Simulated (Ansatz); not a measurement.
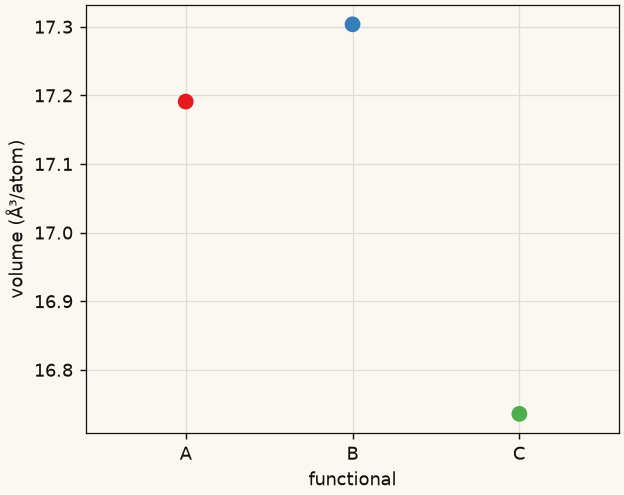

The figure shows the volume by functional for SiO₂, space group Fd-3m (No. 227). The labels are replaced by letters. In alphabetical order the cases are: LDA; PBE; PBE+D3(BJ).

The cell holds 6 atoms.

Method: volume and cell lengths of one structure relaxed by several density functionals; plane waves with PAW datasets, Γ-centred k mesh (Ansatz 0.2.0). All runs: no spin polarisation.

| setting | value |
| --- | --- |
| occupations | Gaussian |
| smearing width | 0.02 eV |

The space group named is that of the starting cell.

Question: Which letter stands for which functional?

Answer: A: PBE+D3(BJ) (17.2 Å³/atom); B: PBE (17.3 Å³/atom); C: LDA (16.7 Å³/atom).

Note: xc potential rough in thin density.
